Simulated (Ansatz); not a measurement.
Geometry relaxation of Ta₆HN₆ (part 1 of 3)

The run: geometry relaxation of Ta₆HN₆ (slab, 13 atoms in the cell). Method and program: DFT PBEsol, scalar-relativistic, plane waves, PAW, no spin polarisation (Ansatz 0.2.0).

The structure derives from an entry of the Crystallography Open Database. The input holds or restrains some coordinates. Forces given for the steps count only the free coordinates. It belongs to a series of runs on one base structure; here: H put at a hollow N-N-Ta site. Figures and captions count atoms from 1; the log counts them from 0 in places.

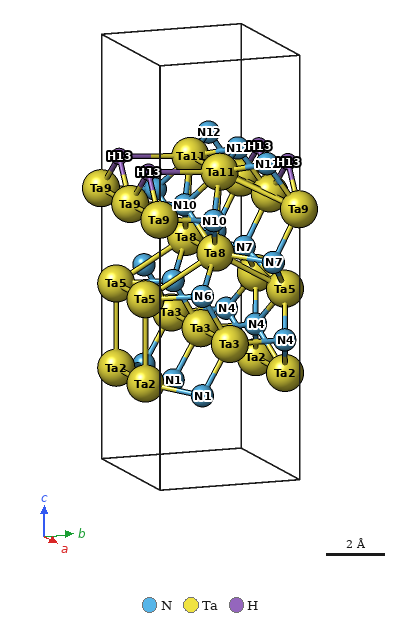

*The starting structure (ball-and-stick view of the 2 × 1 repeat of the cell, with the vacuum cut short, seen slightly off an axis; atoms are numbered from 1 in the order of the input). An atom can appear more than once, as a periodic image.*

**The input**
```yaml
crystal:
  lattice:
    - [2.8959972706, 0.0, 0.0]
    - [0.0, 5.1789208721, 0.0]
    - [0.0, 0.0, 27.013674995]
  atoms:
    - { symbol: "N", position: [0.0, 0.3033145292, 0.3146554477] }
    - { symbol: Ta, position: [0.5, 0.0, 0.3246234842] }
    - { symbol: Ta, position: [0.0, 0.5, 0.3799667753] }
    - { symbol: "N", position: [0.0, 0.8933709415, 0.3799667753] }
    - { symbol: Ta, position: [0.5, 0.0, 0.4353100664] }
    - { symbol: "N", position: [0.0, 0.3033145292, 0.445278103] }
    - { symbol: "N", position: [0.0, 0.8120351398, 0.4828190274] }
    - { symbol: Ta, position: [0.5, 0.5007561724, 0.4895877817] }
    - { symbol: Ta, position: [0.0, -0.0044633562, 0.5501881246] }
    - { symbol: "N", position: [0.0, 0.3848858409, 0.5436479008] }
    - { symbol: Ta, position: [0.5, 0.5315047172, 0.5954531779] }
    - { symbol: "N", position: [0.0, 0.7657687273, 0.6131506824] }
    - { symbol: H, position: [0.5, 0.0210140573, 0.602045196] }
basis:
  ecutwfc: 420
kpoints:
  mp_grid: { grid: [10, 6, 1] }
hamiltonian:
  xc: pbesol
scf:
  occupations: { method: gaussian, width: 0.1 }
output:
  forces: true
  eigenvalues: true
  write_density: true
  write_potential: true
  elf: true
  volumetric_format: npy
relax:
  adjacent_minimum: "off"
  f_tol: 0.03
  max_steps: 70
  constraints: [{ sites: [0, 1, 2, 3, 4, 5] }]
efield:
  axis: 3
  dipole_correction: true
  ramp_width: 0.04
```

Run on 2 threads of Intel Xeon (Granite Rapids), 192 GiB of memory available, shared host.

Launched with:
```bash
ansatz run input.yaml --threads 2 --pin off --max-ram 5120MiB --backend cpu --events-out ev --progress --plain --runs-dir out
```

**Output**
```
Engine: ansatz 0.2.0, x86_64-unknown-linux-gnu
Pseudopotentials: kind: paw
Pseudopotential: N, paw, valence charge 5, recommended cutoff 420 eV (normal), N.paw.azcp
Pseudopotential: Ta, paw, valence charge 13, recommended cutoff 420 eV (normal), Ta.paw.azcp
Pseudopotential: H, paw, valence charge 1, recommended cutoff 420 eV (normal), H.paw.azcp
Functional definition: PBEsol
  exchange = pbesol_x
  correlation = pbesol_c
Crystal: 13 atoms, lattice volume = 405.155 Å³
Basis set: ecut = 420 eV, 7851 PW (Γ), exchange–correlation on 40×72×384 points (8 copies of the dense FFT grid, shifted against one another)
Bands: 68, of which v1, the nominal top of the filled ones, is band 55 counted from 1 (54 counted from 0)
Symmetry: 2 space group operations
Space group: Pm (ITA 6), of the structure as read, at distance tolerance 7.4e-5 Å
k-points: 24 of 60 (time reversal used)
Non-local potential: N, projectors of the file, l = 0: 2, l = 1: 2, l = 2: 1
Non-local potential: Ta, projectors of the file, l = 0: 3, l = 1: 2, l = 2: 2, l = 3: 1
Non-local potential: H, projectors of the file, l = 0: 2, l = 1: 1
PAW form: soft (Blöchl's): semilocal exchange-correlation on the pseudo side does not see the compensation charge
PAW frozen core: N, regenerated for the run's functional, and the local potential with it (the file was generated under x = pbe(κ = 0.804, μ = 0.2195149727645171), c = pbe(β = 0.06672455060314922))
PAW frozen core: Ta, regenerated for the run's functional, and the local potential with it (the file was generated under x = pbe(κ = 0.804, μ = 0.2195149727645171), c = pbe(β = 0.06672455060314922))
PAW one-centre angular grid: N, 110 points (default); XC on 64 Gauss nodes
PAW one-centre angular grid: Ta, 590 points (default); XC on 64 Gauss nodes
PAW one-centre angular grid: H, 110 points (default); XC on 64 Gauss nodes
Initial density: superposition of atomic densities (neutral atoms: chi_scale 0, normalization atom), corrected by the library's trained network
Initial wavefunctions: pseudopotential atomic-orbital guess
Functional: x = pbesol(κ = 0.804, μ = 0.12345679012345678), c = pbesol(β = 0.046)
SCF iter   1: F=—  HF=-61134.642121 eV  |F-HF|=—  |Δ(HF+E_count)|=         —  Δρ=1.16e-2  dr2=5.22e0  ethr=1.77e-3  p=0.020 e·Å  D=8.75e-3 V/Å  ΔV_dip=-0.24 eV  dr2_dipole=1.68e0  V_vac-E_F(+/−)=4.69/4.92 eV  ⟨swp⟩=9.4  Hψ=8635  notcnv=0  defer=1
efield: sawtooth ramp at fractional position 0.9439 (placed from the atoms, in the widest stretch of the axis that holds none; the zero of the levels goes with the place), width 0.0400; the density the first Hamiltonian is built on has a dipole p = 0.020 e·Å; the dipole correction subtracts the counter field D = 8.75e-3 V/Å, which shifts the + side's vacuum level by -0.24 eV against the − side's; the planar-averaged density in the ramp window peaks in size at 8.0e-6 e/Å³
preconditioner: auto → LDOS  [metal: Δε(μ)=0.011 eV  Ē_g=8.747 eV  σ=0.100 eV  W_gap=0.06  n_scr=54 (ndim 8)  ℏωp=14.4 eV  f_vac=0.592  D(μ)=5.00/eV (n_scr^D=26)  β→1.0]
SCF iter   2: F=—  HF=-61134.517183 eV  |F-HF|=—  |Δ(HF+E_count)|=   1.25e-1  Δρ=8.67e-3  dr2=1.79e0  ethr=1.77e-3  p=0.027 e·Å  D=1.19e-2 V/Å  ΔV_dip=-0.32 eV  dr2_dipole=5.56e-1  V_vac-E_F(+/−)=4.30/4.62 eV  ⟨swp⟩=2.8  Hψ=2778  notcnv=0  defer=157
SCF iter   3: F=—  HF=-61134.434572 eV  |F-HF|=—  |Δ(HF+E_count)|=   8.26e-2  Δρ=1.00e-3  dr2=6.19e-3  ethr=1.64e-3  p=0.025 e·Å  D=1.12e-2 V/Å  ΔV_dip=-0.30 eV  dr2_dipole=9.06e-9  V_vac-E_F(+/−)=4.40/4.70 eV  ⟨swp⟩=2.3  Hψ=1909  notcnv=0  defer=157
SCF iter   4: F=—  HF=-61134.439801 eV  |F-HF|=—  |Δ(HF+E_count)|=   5.23e-3  Δρ=6.05e-4  dr2=3.63e-3  ethr=5.68e-6  p=0.026 e·Å  D=1.15e-2 V/Å  ΔV_dip=-0.31 eV  dr2_dipole=3.53e-4  V_vac-E_F(+/−)=4.36/4.67 eV  ⟨swp⟩=3.1  Hψ=3292  notcnv=0  defer=149
SCF iter   5: F=—  HF=-61134.439755 eV  |F-HF|=—  |Δ(HF+E_count)|=   4.59e-5  Δρ=3.32e-4  dr2=8.29e-4  ethr=3.33e-6  p=0.026 e·Å  D=1.17e-2 V/Å  ΔV_dip=-0.32 eV  dr2_dipole=2.02e-4  V_vac-E_F(+/−)=4.34/4.65 eV  ⟨swp⟩=2.0  Hψ=2094  notcnv=0  defer=149
SCF iter   6: F=—  HF=-61134.439858 eV  |F-HF|=—  |Δ(HF+E_count)|=   1.03e-4  Δρ=1.49e-4  dr2=1.89e-4  ethr=7.61e-7  p=0.027 e·Å  D=1.19e-2 V/Å  ΔV_dip=-0.32 eV  dr2_dipole=5.38e-5  V_vac-E_F(+/−)=4.32/4.64 eV  ⟨swp⟩=2.0  Hψ=1830  notcnv=0  defer=149
SCF iter   7: F=-61134.439902 eV  HF=-61134.439900 eV  |F-HF|=2.52e-6  |Δ(HF+E_count)|=   4.15e-5  Δρ=6.90e-5  dr2=1.63e-5  ethr=2.06e-8  p=0.027 e·Å  D=1.20e-2 V/Å  ΔV_dip=-0.32 eV  dr2_dipole=2.76e-7  V_vac-E_F(+/−)=4.32/4.64 eV  ⟨swp⟩=25.2  Hψ=19787  notcnv=0
SCF 1 converged in 7 iterations: F = -61134.439902 eV  dr2 = 1.63e-5
  greatest PAW one-centre occupation: 1.000 electrons in one spin orbital (limit 2), on the Ta atom at site 8 (counted from 0), in its partial waves of l = 0
relax step   1: F+E_penalty+E_count = -61134.43990231 eV  Δ(F+E_penalty+E_count) = +0.000e0 eV  max|allowed force component| = 1.970e0 eV/Å  Δτ_max = 0.0000 Å  (7 SCF iters, dr2 threshold 2.25e-5 eV, accepted)
Initial density: handed on by an earlier stage of this run
Initial wavefunctions: those handed on with the density
iter 1 solved again at ethr=1.21e-3 eV; its pass at ethr=3.10e-3 eV (dr2=1.32e0 eV) is discarded
SCF iter   1: F=—  HF=-61134.966905 eV  |F-HF|=—  |Δ(HF+E_count)|=         —  Δρ=6.17e-3  dr2=1.46e0  ethr=1.21e-3  p=0.027 e·Å  D=1.20e-2 V/Å  ΔV_dip=-0.32 eV  dr2_dipole=6.30e-1  V_vac-E_F(+/−)=4.36/4.68 eV  ⟨swp⟩=1.3  Hψ=5242  notcnv=0  defer=141
efield: sawtooth ramp at fractional position 0.9439 (handed on by an earlier solve), width 0.0400; the density the first Hamiltonian is built on has a dipole p = 0.027 e·Å; the dipole correction subtracts the counter field D = 1.20e-2 V/Å, which shifts the + side's vacuum level by -0.32 eV against the − side's; the planar-averaged density in the ramp window peaks in size at 3.5e-6 e/Å³
preconditioner: auto → LDOS  [metal: Δε(μ)=0.019 eV  Ē_g=8.768 eV  σ=0.100 eV  W_gap=0.10  n_scr=54 (ndim 8)  ℏωp=14.4 eV  f_vac=0.590  D(μ)=7.28/eV (n_scr^D=36)  β→1.0]
SCF iter   2: F=—  HF=-61134.926330 eV  |F-HF|=—  |Δ(HF+E_count)|=   4.06e-2  Δρ=2.06e-3  dr2=5.26e-2  ethr=1.21e-3  p=0.012 e·Å  D=5.25e-3 V/Å  ΔV_dip=-0.14 eV  dr2_dipole=1.40e-2  V_vac-E_F(+/−)=4.50/4.65 eV  ⟨swp⟩=2.3  Hψ=2084  notcnv=0  defer=141
SCF iter   3: F=—  HF=-61134.921157 eV  |F-HF|=—  |Δ(HF+E_count)|=   5.17e-3  Δρ=8.84e-4  dr2=1.78e-2  ethr=4.83e-5  p=0.016 e·Å  D=7.26e-3 V/Å  ΔV_dip=-0.20 eV  dr2_dipole=5.71e-3  V_vac-E_F(+/−)=4.46/4.65 eV  ⟨swp⟩=3.0  Hψ=3070  notcnv=0  defer=142
SCF iter   4: F=—  HF=-61134.919718 eV  |F-HF|=—  |Δ(HF+E_count)|=   1.44e-3  Δρ=3.58e-4  dr2=3.20e-3  ethr=1.63e-5  p=0.016 e·Å  D=7.01e-3 V/Å  ΔV_dip=-0.19 eV  dr2_dipole=1.04e-3  V_vac-E_F(+/−)=4.46/4.65 eV  ⟨swp⟩=2.0  Hψ=1791  notcnv=0  defer=142
SCF iter   5: F=—  HF=-61134.919702 eV  |F-HF|=—  |Δ(HF+E_count)|=   1.55e-5  Δρ=1.15e-4  dr2=7.68e-5  ethr=9.17e-8  p=0.016 e·Å  D=7.12e-3 V/Å  ΔV_dip=-0.19 eV  dr2_dipole=9.29e-6  V_vac-E_F(+/−)=4.46/4.65 eV  ⟨swp⟩=27.3  Hψ=21526  notcnv=0
SCF iter   6: F=-61134.919717 eV  HF=-61134.919719 eV  |F-HF|=2.20e-6  |Δ(HF+E_count)|=   1.71e-5  Δρ=5.84e-5  dr2=1.36e-5  ethr=7.04e-8  p=0.016 e·Å  D=7.35e-3 V/Å  ΔV_dip=-0.20 eV  dr2_dipole=2.67e-7  V_vac-E_F(+/−)=4.45/4.65 eV  ⟨swp⟩=18.0  Hψ=19129  notcnv=0
SCF 2 converged in 6 iterations: F = -61134.919717 eV  dr2 = 1.36e-5
  greatest PAW one-centre occupation: 1.000 electrons in one spin orbital (limit 2), on the Ta atom at site 2 (counted from 0), in its partial waves of l = 0
relax step   2: F+E_penalty+E_count = -61134.91971699 eV  Δ(F+E_penalty+E_count) = -4.798e-1 eV  max|allowed force component| = 1.381e0 eV/Å  Δτ_max = 0.1983 Å  (6 SCF iters, dr2 threshold 1.00e-4 eV, accepted)
iter 1 solved again at ethr=4.70e-4 eV; its pass at ethr=3.10e-3 eV (dr2=5.12e-1 eV) is discarded
SCF iter   1: F=—  HF=-61135.195575 eV  |F-HF|=—  |Δ(HF+E_count)|=         —  Δρ=4.62e-3  dr2=5.47e-1  ethr=4.70e-4  p=0.016 e·Å  D=7.35e-3 V/Å  ΔV_dip=-0.20 eV  dr2_dipole=2.03e-1  V_vac-E_F(+/−)=4.48/4.67 eV  ⟨swp⟩=1.5  Hψ=5037  notcnv=0  defer=144
efield: sawtooth ramp at fractional position 0.9439 (handed on by an earlier solve), width 0.0400; the density the first Hamiltonian is built on has a dipole p = 0.016 e·Å; the dipole correction subtracts the counter field D = 7.35e-3 V/Å, which shifts the + side's vacuum level by -0.20 eV against the − side's; the planar-averaged density in the ramp window peaks in size at 3.2e-6 e/Å³
preconditioner: auto → LDOS  [metal: Δε(μ)=0.014 eV  Ē_g=8.769 eV  σ=0.100 eV  W_gap=0.08  n_scr=54 (ndim 8)  ℏωp=14.4 eV  f_vac=0.591  D(μ)=7.01/eV (n_scr^D=36)  β→1.0]
SCF iter   2: F=—  HF=-61135.170820 eV  |F-HF|=—  |Δ(HF+E_count)|=   2.48e-2  Δρ=1.46e-3  dr2=3.59e-2  ethr=4.70e-4  p=0.013 e·Å  D=5.65e-3 V/Å  ΔV_dip=-0.15 eV  dr2_dipole=9.57e-3  V_vac-E_F(+/−)=4.50/4.65 eV  ⟨swp⟩=2.0  Hψ=2165  notcnv=0  defer=144
SCF iter   3: F=—  HF=-61135.168921 eV  |F-HF|=—  |Δ(HF+E_count)|=   1.90e-3  Δρ=4.71e-4  dr2=3.91e-3  ethr=3.29e-5  p=0.014 e·Å  D=6.13e-3 V/Å  ΔV_dip=-0.17 eV  dr2_dipole=5.48e-4  V_vac-E_F(+/−)=4.49/4.66 eV  ⟨swp⟩=2.5  Hψ=2371  notcnv=0  defer=145
SCF iter   4: F=—  HF=-61135.168542 eV  |F-HF|=—  |Δ(HF+E_count)|=   3.79e-4  Δρ=1.17e-4  dr2=1.80e-4  ethr=3.59e-6  p=0.014 e·Å  D=6.48e-3 V/Å  ΔV_dip=-0.17 eV  dr2_dipole=1.91e-5  V_vac-E_F(+/−)=4.48/4.66 eV  ⟨swp⟩=2.3  Hψ=2210  notcnv=0  defer=145
SCF iter   5: F=-61135.168539 eV  HF=-61135.168547 eV  |F-HF|=8.33e-6  |Δ(HF+E_count)|=   4.85e-6  Δρ=5.63e-5  dr2=2.22e-5  ethr=9.17e-8  p=0.015 e·Å  D=6.77e-3 V/Å  ΔV_dip=-0.18 eV  dr2_dipole=1.99e-7  V_vac-E_F(+/−)=4.47/4.66 eV  ⟨swp⟩=25.9  Hψ=20322  notcnv=0
SCF 3 converged in 5 iterations: F = -61135.168539 eV  dr2 = 2.22e-5
relax step   3: F+E_penalty+E_count = -61135.16853869 eV  Δ(F+E_penalty+E_count) = -2.488e-1 eV  max|allowed force component| = 6.766e-1 eV/Å  Δτ_max = 0.1950 Å  (5 SCF iters, dr2 threshold 1.00e-4 eV, accepted)
iter 1 solved again at ethr=2.37e-4 eV; its pass at ethr=3.10e-3 eV (dr2=2.58e-1 eV) is discarded
SCF iter   1: F=—  HF=-61135.256290 eV  |F-HF|=—  |Δ(HF+E_count)|=         —  Δρ=5.06e-3  dr2=2.82e-1  ethr=2.37e-4  p=0.015 e·Å  D=6.77e-3 V/Å  ΔV_dip=-0.18 eV  dr2_dipole=8.43e-2  V_vac-E_F(+/−)=4.49/4.68 eV  ⟨swp⟩=2.0  Hψ=5221  notcnv=0  defer=152
efield: sawtooth ramp at fractional position 0.9439 (handed on by an earlier solve), width 0.0400; the density the first Hamiltonian is built on has a dipole p = 0.015 e·Å; the dipole correction subtracts the counter field D = 6.77e-3 V/Å, which shifts the + side's vacuum level by -0.18 eV against the − side's; the planar-averaged density in the ramp window peaks in size at 2.7e-6 e/Å³
preconditioner: auto → LDOS  [metal: Δε(μ)=0.045 eV  Ē_g=8.781 eV  σ=0.100 eV  W_gap=0.24  n_scr=54 (ndim 8)  ℏωp=14.4 eV  f_vac=0.592  D(μ)=7.07/eV (n_scr^D=36)  β→1.0]
SCF iter   2: F=—  HF=-61135.230642 eV  |F-HF|=—  |Δ(HF+E_count)|=   2.56e-2  Δρ=1.76e-3  dr2=1.75e-2  ethr=2.37e-4  p=0.015 e·Å  D=6.92e-3 V/Å  ΔV_dip=-0.19 eV  dr2_dipole=5.66e-4  V_vac-E_F(+/−)=4.47/4.66 eV  ⟨swp⟩=2.0  Hψ=2246  notcnv=0  defer=152
SCF iter   3: F=—  HF=-61135.228323 eV  |F-HF|=—  |Δ(HF+E_count)|=   2.32e-3  Δρ=6.25e-4  dr2=2.81e-3  ethr=1.61e-5  p=0.015 e·Å  D=6.63e-3 V/Å  ΔV_dip=-0.18 eV  dr2_dipole=2.85e-5  V_vac-E_F(+/−)=4.48/4.66 eV  ⟨swp⟩=3.0  Hψ=3037  notcnv=0  defer=152
SCF iter   4: F=—  HF=-61135.227773 eV  |F-HF|=—  |Δ(HF+E_count)|=   5.50e-4  Δρ=1.39e-4  dr2=1.21e-4  ethr=2.58e-6  p=0.016 e·Å  D=6.93e-3 V/Å  ΔV_dip=-0.19 eV  dr2_dipole=1.35e-5  V_vac-E_F(+/−)=4.48/4.66 eV  ⟨swp⟩=2.5  Hψ=2555  notcnv=0  defer=152
SCF iter   5: F=-61135.227782 eV  HF=-61135.227778 eV  |F-HF|=3.67e-6  |Δ(HF+E_count)|=   5.74e-6  Δρ=6.37e-5  dr2=1.53e-5  ethr=9.17e-8  p=0.016 e·Å  D=7.02e-3 V/Å  ΔV_dip=-0.19 eV  dr2_dipole=1.57e-8  V_vac-E_F(+/−)=4.47/4.66 eV  ⟨swp⟩=24.8  Hψ=20280  notcnv=0
SCF 4 converged in 5 iterations: F = -61135.227782 eV  dr2 = 1.53e-5
relax step   4: F+E_penalty+E_count = -61135.22778198 eV  Δ(F+E_penalty+E_count) = -5.924e-2 eV  max|allowed force component| = 3.349e-1 eV/Å  Δτ_max = 0.1945 Å  (5 SCF iters, dr2 threshold 1.00e-4 eV, accepted)
```
